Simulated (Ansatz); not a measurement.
# Formation energy and levels of the vacancy V_O (site 2) in La2O3 (P-3m1)

Wanted: the transition levels of a vacancy in La2O3 (P-3m1), from a cell of 40 host atoms with 1 O taken out.

Main program and level: Ansatz 0.2.0; place-levels on LDA runs: charge-transition levels and formation energies with image-charge correction and potential alignment at the atomic sites.

## Step 1: The structure

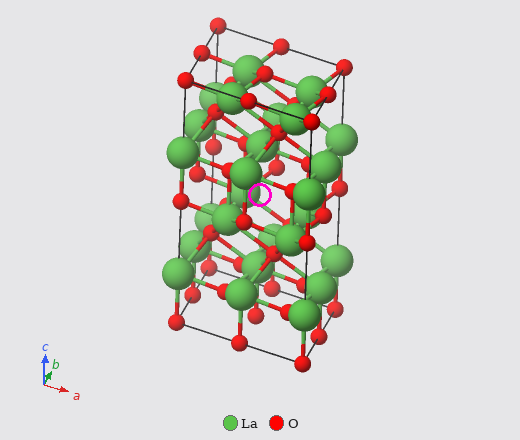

Start, viewed slightly off an axis; lanthanum green, oxygen red. A ring marks the centre wherever it is empty. Bonds to atoms that aren't drawn are left out. Some periodic images of atoms are drawn too.

The cell holds 39 atoms: 16 La and 23 O. Cell: a = 7.765 Å, b = 7.765 Å, c = 11.903 Å, α = 90.0°, β = 90.0°, γ = 120.0°. It derives from La2O3 (space group P-3m1). Nearest the centre at fractional (0.333, 0.667, 0.677): La7 at 2.33 Å, La36 at 2.33 Å, La17 at 2.33 Å, La16 at 2.40 Å, O9 at 2.84 Å, O38 at 2.84 Å, O18 at 2.84 Å, O39 at 3.07 Å.

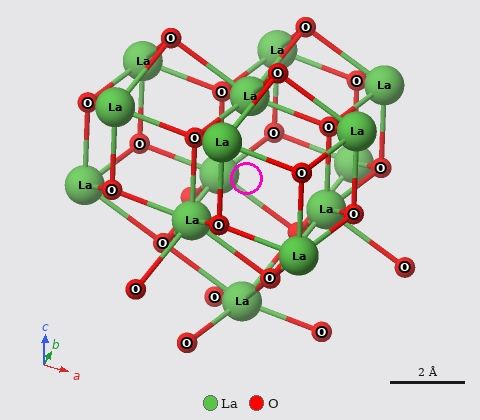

The atoms within 5 Å of the centre. A ring marks the centre wherever it is empty.

Screening for the image-charge correction: ε∞ = (4.92, 4.92, 4.88), ε0 = (24.05, 24.05, 24.97), computed on the host (DFPT, LDA).

The cell's shortest repeat is 7.8 Å.

## Step 2: What was run first

Levels follow from differences of total energies between charge states, each relaxed by itself.

Each atom starts 0.03 Å or so off its site in a random direction: a symmetric start keeps its symmetry, and would miss off-centre moves and Jahn–Teller distortions. Forces are taken at one point at (¼, ¼, ¼). The cell holds 1 electron more than the neutral one, with a uniform background that keeps it neutral on the whole. The electron count is odd, so at least one spin is unpaired; this run locks the moment at 1 μB.

One of the inputs; charge, spin and start change from state to state.

File qm1_M1.relax/input.yaml:

```yaml
crystal:
  lattice:
    - [7.76539429, -6.0e-08, 0.0]
    - [-3.88269709, 6.72502875, 0.0]
    - [0.0, 0.0, 11.90313779]
  atoms:
    - { symbol: La, position: [0.33333333, 0.16666667, 0.37800699] }
    - { symbol: La, position: [0.16666667, 0.33333333, 0.12199301] }
    - { symbol: O, position: [0.33333333, 0.16666667, 0.17672768] }
    - { symbol: O, position: [0.16666667, 0.33333333, 0.32327232] }
    - { symbol: O, position: [0.0, 0.0, 0.0] }
    - { symbol: La, position: [0.33333333, 0.16666667, 0.87800699] }
    - { symbol: La, position: [0.16666667, 0.33333333, 0.62199301] }
    - { symbol: O, position: [0.33333333, 0.16666667, 0.67672768] }
    - { symbol: O, position: [0.16666667, 0.33333333, 0.82327232] }
    - { symbol: O, position: [0.0, 0.0, 0.5] }
    - { symbol: La, position: [0.33333333, 0.66666667, 0.37800699] }
    - { symbol: La, position: [0.16666667, 0.83333333, 0.12199301] }
    - { symbol: O, position: [0.33333333, 0.66666667, 0.17672768] }
    - { symbol: O, position: [0.16666667, 0.83333333, 0.32327232] }
    - { symbol: O, position: [0.0, 0.5, 0.0] }
    - { symbol: La, position: [0.33333333, 0.66666667, 0.87800699] }
    - { symbol: La, position: [0.16666667, 0.83333333, 0.62199301] }
    - { symbol: O, position: [0.16666667, 0.83333333, 0.82327232] }
    - { symbol: O, position: [0.0, 0.5, 0.5] }
    - { symbol: La, position: [0.83333333, 0.16666667, 0.37800699] }
    - { symbol: La, position: [0.66666667, 0.33333333, 0.12199301] }
    - { symbol: O, position: [0.83333333, 0.16666667, 0.17672768] }
    - { symbol: O, position: [0.66666667, 0.33333333, 0.32327232] }
    - { symbol: O, position: [0.5, 0.0, 0.0] }
    - { symbol: La, position: [0.83333333, 0.16666667, 0.87800699] }
    - { symbol: La, position: [0.66666667, 0.33333333, 0.62199301] }
    - { symbol: O, position: [0.83333333, 0.16666667, 0.67672768] }
    - { symbol: O, position: [0.66666667, 0.33333333, 0.82327232] }
    - { symbol: O, position: [0.5, 0.0, 0.5] }
    - { symbol: La, position: [0.83333333, 0.66666667, 0.37800699] }
    - { symbol: La, position: [0.66666667, 0.83333333, 0.12199301] }
    - { symbol: O, position: [0.83333333, 0.66666667, 0.17672768] }
    - { symbol: O, position: [0.66666667, 0.83333333, 0.32327232] }
    - { symbol: O, position: [0.5, 0.5, 0.0] }
    - { symbol: La, position: [0.83333333, 0.66666667, 0.87800699] }
    - { symbol: La, position: [0.66666667, 0.83333333, 0.62199301] }
    - { symbol: O, position: [0.83333333, 0.66666667, 0.67672768] }
    - { symbol: O, position: [0.66666667, 0.83333333, 0.82327232] }
    - { symbol: O, position: [0.5, 0.5, 0.5] }
  host:
    repeats: [2, 2, 2]
    atoms:
      - { symbol: La, position: [0.66666667, 0.33333333, 0.75601398] }
      - { symbol: La, position: [0.33333333, 0.66666667, 0.24398602] }
      - { symbol: O, position: [0.66666667, 0.33333333, 0.35345536] }
      - { symbol: O, position: [0.33333333, 0.66666667, 0.64654464] }
      - { symbol: O, position: [0.0, 0.0, 0.0] }
total_charge: -1
basis:
  ecutwfc: 420
  xc_grid: 2
hamiltonian:
  xc: lda
kpoints:
  mp_grid: { grid: [1, 1, 1], shift: [0.25, 0.25, 0.25] }
magnetization:
  spin_polarized: true
  initial_magnetization: 1
  spin_locking: { lock_magnetization: hard }
scf:
  occupations: { method: fixed }
  max_iter: 80
output:
  forces: true
  charged_corrections:
    epsilon: [4.92, 4.92, 4.88]
    static_epsilon: [24.05, 24.05, 24.97]
    defect_position: [0.333333, 0.666667, 0.677055]
relax:
  f_tol: 0.03
  max_steps: 80
  random_displacement: { amplitude: 0.03, seed: 9311 }
checkpoint:
  write: "../qm1_M1.relax.run"
  compress: false
  write_wavefunctions: true
  write_every: 100000
```

On the command line:

```console
ansatz run input.yaml --threads 2 --pin off --max-ram 3768MiB --backend cpu --events-out ev --progress --plain --runs-dir out
```

The run of this state that the levels use, under LDA:

File qm1_M1.point/input.yaml:

```yaml
crystal:
  checkpoint: "../qm1_M1.relax.run"
  host: checkpoint
total_charge: -1
basis:
  ecutwfc: 420
  xc_grid: 2
hamiltonian:
  xc: lda
kpoints:
  mp_grid: { grid: [1, 1, 1], shift: [0.25, 0.25, 0.25] }
magnetization:
  spin_polarized: true
  initial_magnetization: 1
  spin_locking: { lock_magnetization: hard }
scf:
  occupations: { method: fixed }
  max_iter: 80
output:
  forces: true
  eigenvalues: true
  charged_corrections:
    epsilon: [4.92, 4.92, 4.88]
    static_epsilon: [24.05, 24.05, 24.97]
    defect_position: [0.333333, 0.666667, 0.677055]
  eigenstates: { localisation: true }
  populations: true
  efg: {}
  band_densities: [{ bands: [v1, v1] }, { bands: [c1, c1] }]
  write_density: true
  write_potential: true
  volumetric_format: npy
  elf: true
checkpoint:
  write: "../qm1_M1.point.run"
  compress: false
  write_wavefunctions: false
  write_every: 100000
```

Relaxations under LDA at one point at (¼, ¼, ¼); times on 2 threads of Arm Neoverse V1, shared host:

| charge | moment (μB) | occupations | outcome | steps | largest displacement against the far atoms (Å) | time |
| --- | --- | --- | --- | --- | --- | --- |
| −1 | 1 | fixed | converged | 10 | 0.08 | 6.4 min |
| 0 | 0 | fixed | converged | 8 | 0.09 | 1.8 min |
| +1 | 1 | fixed | converged | 7 | 0.14 | 3.4 min |
| +2 | 0 | fixed | converged | 10 | 0.31 | 2 min |

Single points under LDA at one point at (¼, ¼, ¼); times on 2 threads of Arm Neoverse V1, shared host:

```
charge  moment (μB)  occupations    outcome     time
    −1            1        fixed  converged  1.7 min
     0            0        fixed  converged     29 s
    +1            1        fixed  converged     71 s
    +2            0        fixed  converged     27 s
```

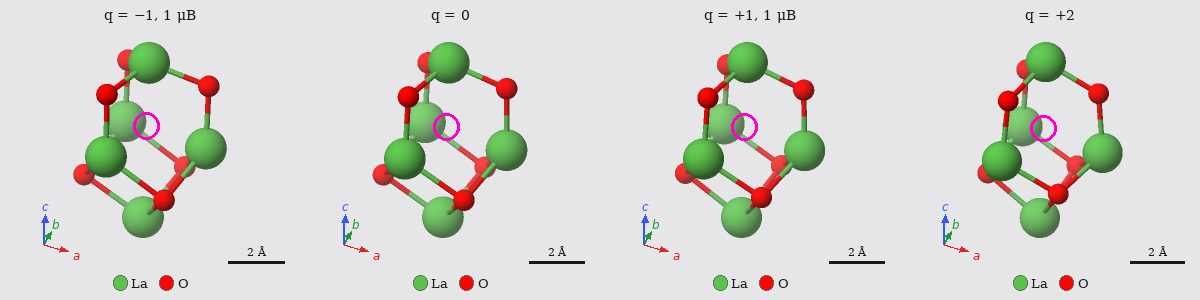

The structures near the centre after relaxation with LDA, by charge. A ring marks the centre wherever it is empty.

Distances (Å) from the ideal centre to the nearest atoms after relaxation with LDA:

| charge | moment (μB) | 1. | 2. | 3. | 4. | 5. | 6. |
| --- | --- | --- | --- | --- | --- | --- | --- |
| −1 | 1 | La 2.31 | La 2.31 | La 2.35 | La 2.44 | O 2.84 | O 2.84 |
| 0 | 0 | La 2.36 | La 2.36 | La 2.40 | La 2.49 | O 2.75 | O 2.77 |
| +1 | 1 | La 2.38 | La 2.38 | La 2.40 | La 2.54 | O 2.73 | O 2.73 |
| +2 | 0 | La 2.43 | La 2.43 | La 2.43 | O 2.63 | O 2.63 | O 2.66 |

## Step 3: place-levels, LDA

A charged cell interacts with its images and the background, and its potential has another zero than the host's. place-levels removes the first by a point-charge model, screened by the static dielectric constant since the ions have relaxed around the charge, and the second by comparing potentials at atoms far from the defect.

The host is a run of the defect-free crystal in the same cutoffs, grids and k-points, so that basis and sampling errors cancel in part in the differences. The host is run in a cell of 5 atoms on a matching mesh. Its band edges are searched through the zone by a band path, so the gap is smaller than, or equal to, that on the mesh. Chemical potentials are energies per atom of O (O2 molecule), run with the same functional and cutoff.

File levels.point.yaml:

```yaml
host:
  run: host.point.run
states: [qm1_M1.point.run, q0.point.run, qp1_M1.point.run, qp2.point.run]
geometry_from:
  qm1_M1.point.run: qm1_M1.relax.run
  q0.point.run: q0.relax.run
  qp1_M1.point.run: qp1_M1.relax.run
  qp2.point.run: qp2.relax.run
  host.point.run: host.relax.run
chemical_potentials:
  O:
    energy: -552.351713
    dataset: "<sha256 of the dataset>"
```

On the command line:

```console
ansatz place-levels levels.point.yaml -- --threads 2 --pin off --max-ram 3768MiB
```

Output:

```text
[... repeated set-up lines and file paths are left out, and long positions are rounded to six places ...]
(+2/+1) 2.918 eV above the valence edge, 0.805 eV under the conduction edge
(+1/0) 3.438 eV above the valence edge, 0.285 eV under the conduction edge
(0/-1) 3.742 eV above the valence edge, in the conduction band
formation energy of charge +2: +0.956 eV with the Fermi level at the valence edge
formation energy of charge +1: +3.873 eV with the Fermi level at the valence edge
formation energy of charge 0: +7.312 eV with the Fermi level at the valence edge
formation energy of charge -1: +11.054 eV with the Fermi level at the valence edge
  edges by lda, gap 3.723 eV; the host is sampled to repeats of 13.45 Å
  the defect's cells are sampled to repeats of 13.45 Å, like sampling
  charge +2: -110091.2481 eV with its correction of -0.093 eV, at epsilon [24.05, 24.05, 24.97], aligned at sites: -0.2276 eV, mean over 28 atomic sites at or beyond 3.88 Å from the host's site at [0.3341, 0.6658, 0.6761] by the defect at [0.3333, 0.6667, [...]
  charge +1: -110078.2743 eV with its correction of -0.091 eV, at epsilon [24.05, 24.05, 24.97], aligned at sites: -0.1813 eV, mean over 28 atomic sites at or beyond 3.88 Å from the host's site at [0.3341, 0.6658, 0.6761] by the defect at [0.3333, 0.6667, [...]
  charge 0: +0.000 eV for its dipole among its images, +0.000 omitted
  charge -1: -110050.9817 eV with its correction of +0.193 eV, at epsilon [24.05, 24.05, 24.97], aligned at sites: -0.1022 eV, mean over 28 atomic sites at or beyond 3.88 Å from the host's site at [0.3341, 0.6658, 0.6761] by the defect at [0.3333, 0.6667, [...]
  of states[3] (qp2.point.run): how wide its charge is, is not read beside other atoms or cores, and a band state would take no correction. [...]
  of states[2] (qp1_M1.point.run): how wide its charge is, is not read beside other atoms or cores, and a band state would take no correction. [...]
  of states[1] (q0.point.run): its displacements don't fall off away from the defect: farther atoms stand 0.021 Å off the host's places. [...]
  of states[0] (qm1_M1.point.run): how wide its charge is, is not read beside other atoms or cores, and a band state would take no correction. [...]
```

It took 0.26 s on 2 threads of Arm Neoverse V1, shared host.

Levels between the charges placed, in eV above the valence top:

```csv
,gap (eV),(+2/+1),(+1/0),(0/−1)
LDA,3.72,2.92,3.44,3.74
```

Corrections by state:

```
charge  moment (μB)  image terms and alignment (eV)  band filling (eV)                                  ε used  over the lowest of its charge, as the program ranks them, band filling apart (eV)
    +2          0.0                          -0.093                  -  principal values (24.05, 24.05, 24.97)                                                                              0.000
    +1          1.0                          -0.091                  -  principal values (24.05, 24.05, 24.97)                                                                              0.000
     0          0.0                           0.000                  -                                       -                                                                              0.000
    −1          1.0                           0.193                  -  principal values (24.05, 24.05, 24.97)                                                                              0.000
```

From the program's caveats on the states, each cut to its opening words:

- charge +2, +1 (1 μB), −1 (1 μB): how wide its charge is, is not read beside other atoms or cores, and a band state would take no correction
- charge +2: its alignment with the host at atomic sites is doubtful: the mean over the far sites moves by +0.1154 eV from their farther parts to their nearer, more than [...]
- charge +2: its displacements don't fall off away from the defect: farther atoms stand 0.077 Å off the host's places
- charge +1 (1 μB): its alignment with the host at atomic sites is doubtful: the mean over the far sites moves by +0.0536 eV from their farther parts to their nearer, more than [...]
- charge +1 (1 μB): its displacements don't fall off away from the defect: farther atoms stand 0.035 Å off the host's places
- charge 0: its displacements don't fall off away from the defect: farther atoms stand 0.021 Å off the host's places

The host's formation energy from the elements is -3.740 eV per atom; it sets how far the chemical potentials can move.

Limit set by the element alone; other compounds of these elements are not counted. Chemical potentials from the elements' reference states: La 0.00 eV, O -6.23 eV. Formation energies (La-rich), with the Fermi level at the valence top and at the conduction bottom (gap 3.72 eV):

| charge | at valence top (eV) | at conduction bottom (eV) | correction included (eV) |
| --- | --- | --- | --- |
| +2 | -5.28 | 2.17 | -0.09 |
| +1 | -2.36 | 1.36 | -0.09 |
| 0 | 1.08 | 1.08 | 0.00 |
| −1 | 4.82 | 1.10 | 0.19 |

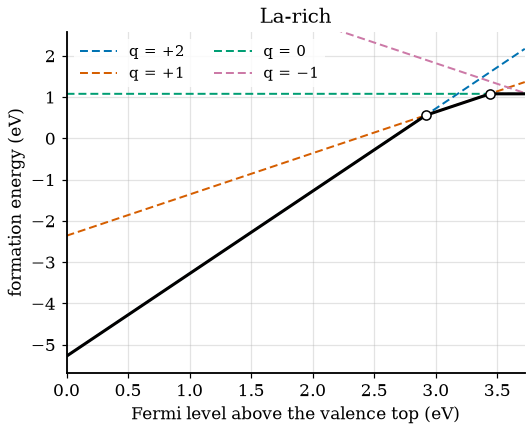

Formation energy against Fermi level; the thick line follows the lowest charge state and circles mark the transition levels.

Limit set by the element alone; other compounds of these elements are not counted. Chemical potentials from the elements' reference states: O 0.00 eV, La -9.35 eV. Formation energies (O-rich), with the Fermi level at the valence top and at the conduction bottom (gap 3.72 eV):

```csv
charge,at valence top (eV),at conduction bottom (eV),correction included (eV)
+2,0.96,8.40,-0.09
+1,3.87,7.60,-0.09
0,7.31,7.31,0.00
−1,11.05,7.33,0.19
```

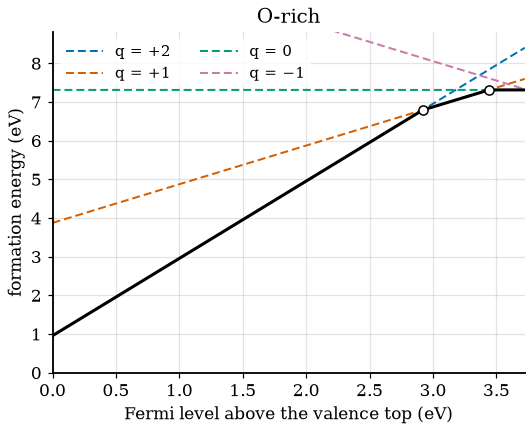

Formation energy against Fermi level; the thick line follows the lowest charge state and circles mark the transition levels.

## Step 4: Another choice

The levels are placed again with one choice changed, to see how much they rest on it.

levels.try0.yaml is levels.point.yaml with these lines changed:

```diff
+epsilon: 6.53
+static_epsilon: 32.39
```

On the command line:

```console
ansatz place-levels levels.try0.yaml -- --threads 2 --pin off --max-ram 3768MiB
```

Output:

```text
(+2/+1) 2.962 eV above the valence edge, 0.761 eV under the conduction edge
(+1/0) 3.453 eV above the valence edge, 0.270 eV under the conduction edge
(0/-1) 3.727 eV above the valence edge, in the conduction band
formation energy of charge +2: +0.896 eV with the Fermi level at the valence edge
formation energy of charge +1: +3.859 eV with the Fermi level at the valence edge
formation energy of charge 0: +7.312 eV with the Fermi level at the valence edge
formation energy of charge -1: +11.039 eV with the Fermi level at the valence edge
  edges by lda, gap 3.723 eV; the host is sampled to repeats of 13.45 Å
[... the lines on each state left out ...]
```

The change: single dielectric constants in place of the tensors, a third over their means.

Levels in eV above the valence top; the changed ones are not the defect's:

```
           gap (eV)  (+2/+1)  (+1/0)  (0/−1)
  changed      3.72     2.96    3.45    3.73
as set up      3.72     2.92    3.44    3.74
```

The largest shift is 0.04 eV.

## Step 5: What came out

- gap of the host: 3.72 eV (LDA)
- level (plus 2/plus 1): 2.92 eV above the valence top
- level (plus 1/0): 3.44 eV above the valence top
- level (0/minus 1): 3.74 eV above the valence top, past the conduction bottom
- lowest of the charges placed, just above the valence top (0.02 eV): +2
- lowest of the charges placed, just below the conduction bottom (0.02 eV): 0
- lowest formation energy at mid-gap of the charges run, La-rich: -1.55 eV
- lowest formation energy at mid-gap of the charges run, O-rich: 4.68 eV

**Reading.** Of the charges placed (−1, 0, +1 and +2), the lowest changes at 2.92 eV (+2/+1) and 3.44 eV (+1/0) above the valence top, in a gap of 3.72 eV. (0/−1) lies 0.02 eV from a band edge, less than the doubt on such levels. Charges above +2 were not placed, so these runs say nothing of levels that involve them. States placed: +2 at 0 μB; +1 at 1 μB; 0 at 0 μB; −1 at 1 μB. Other spin states or structures, where not listed, weren't placed. Charge 0 ran without spin polarisation alone, with filled and empty levels under 1 eV apart; a triplet, if lower, would move its levels. The program doubts the alignment of potentials for at least one state, a sign that the cell is small. What this leaves open: one k-point off the zone centre stands for the whole zone; the images are only 7.8 Å apart; LDA makes the gap too small and tends to spread out bound carriers; where a gas molecule sets a chemical potential or the host's formation energy, its binding is uncorrected; spin–orbit coupling, which can matter with heavy atoms, is left out.

[Logs are printed without paths, hosts, clocks, repeated set-up lines and the standing remarks that a program may print on its own settings, such as how far it seeks lower states.]

[Hosts, paths, dates, database ids (printed as entryN), source tags and the programs' standing remarks are cut or masked in the printed files.]

[Where a table of states has a column of steps, it counts the stored structures, which are thinned; the runs took as many ionic steps or more.]

[A defect's name tells the site on which it was built; relaxed atoms can leave that site.]

[For some hosts the program warned that the k-mesh of the response run may be too coarse for force constants and the static dielectric constant; such warnings are not shown here.]
